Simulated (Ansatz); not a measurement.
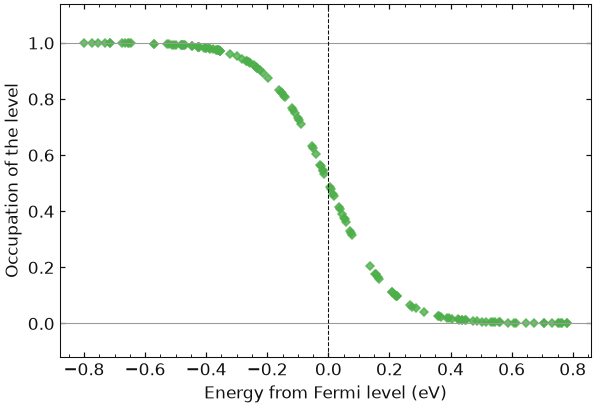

Occupations of the one-electron levels of the k mesh against their energy, from a run on ZrH, space group I-4m2, 2 atoms in the cell, with Ansatz.

### Name the smearing function and its width.

Fermi-Dirac smearing with a width of 0.1 eV. The occupations stay between 0 and 1 and have long exponential tails; the slope at the Fermi level is 1/(4 × width).
